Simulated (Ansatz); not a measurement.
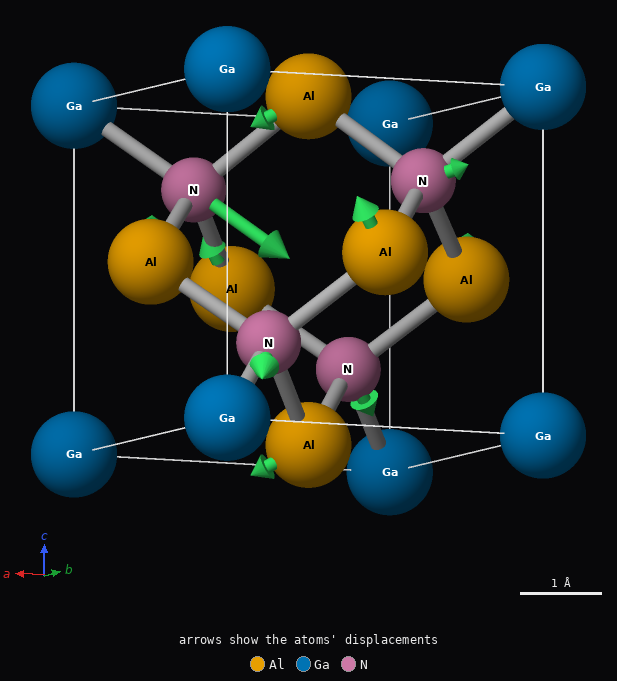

One vibrational mode of a crystal of Al₃GaN₄ at the zone centre. Displacements are drawn as green arrows; their common scale and sign are arbitrary. A ball-and-stick model of the cell of the calculation, seen from a free direction.

The calculation used Ansatz 0.2.0, DFT LDA, scalar-relativistic, plane waves, PAW. (plane-wave cutoff 420 eV; k-point mesh 6 × 6 × 6; occupations fixed; no spin polarisation)

Frequencies are those without the non-analytic (LO–TO) term.

Give the symmetry, activity and frequency of this mode.

Answer. This is the T₂ mode (triply degenerate; one member of the set is drawn) at 18.7 THz, optical level 4 of 8, counted from below, infrared- and Raman-active by symmetry. It stretches the Ga–N bonds (1.93 Å); the kinetic energy is shared as N 64 %, Al 35 %, Ga 1 %. Its infrared intensity is 82 (D/Å)²/amu for the set.
